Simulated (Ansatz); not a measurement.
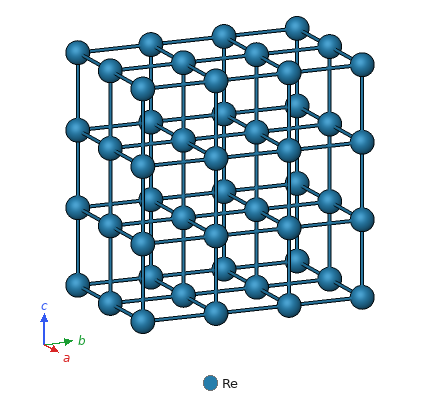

Re (Pm-3m, No. 221): the input geometry of a calculation; the starting structure was generated, so it need not be a known form of this composition.

```
Re
1.0
     2.58816    0.00000    0.00000
     0.00000    2.58816    0.00000
     0.00000    0.00000    2.58816
Re
1
Direct
  0.00000 0.00000 0.00000
```

What will a Z-contrast image along [001] show? Simulation: incoherent imaging, intensity Z^1.7 per atom, probe width 1.30 Å, thin sample. The display is stretched by a gamma of 0.8; percentages refer to the linear signal.

The columns repeat on a square net with a repeat of 2.59 Å (plane group p4mm). All columns are alike (Re). The shortest distance between visible columns is 2.59 Å in projection. Along the beam the structure repeats every 2.59 Å.

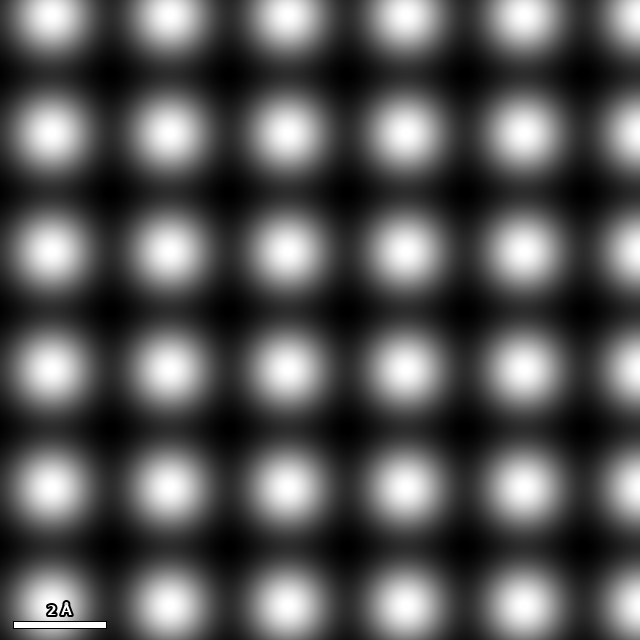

The simulated image.
